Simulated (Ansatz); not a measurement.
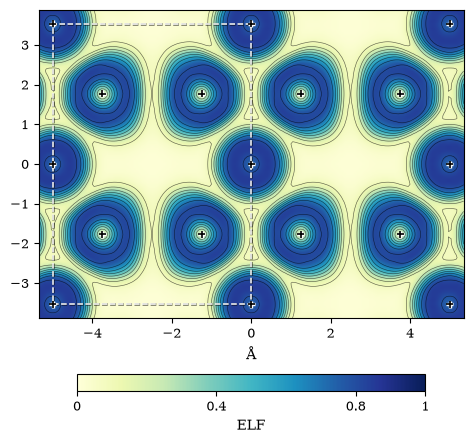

The electron localisation function on a plane through atoms (crosses mark nuclei in the plane).

These are results of Ansatz, DFT LDA, scalar-relativistic, plane waves, PAW, not measurements.

Candidates:
A. HfO₂, a = 5.00 Å, b = 5.00 Å, c = 5.00 Å, α = 90.00°, β = 90.00°, γ = 90.00°. Space group Fm-3m.
B. BN, a = 3.58 Å, b = 3.58 Å, c = 3.58 Å, α = 90.00°, β = 90.00°, γ = 90.00°. Space group F-43m; a structure from a database of computed crystals, not necessarily the ambient phase.

### Which candidate gave the map?

Candidate A: HfO₂ on the (101) plane of the conventional cell, which holds Hf and O. Hf–O (2.17 Å): the ELF peaks at about 0.85 in the valence shell of O, 0.6 Å from its nucleus, and drops to about 0.15 between the two atoms (no localised pair shows between them).
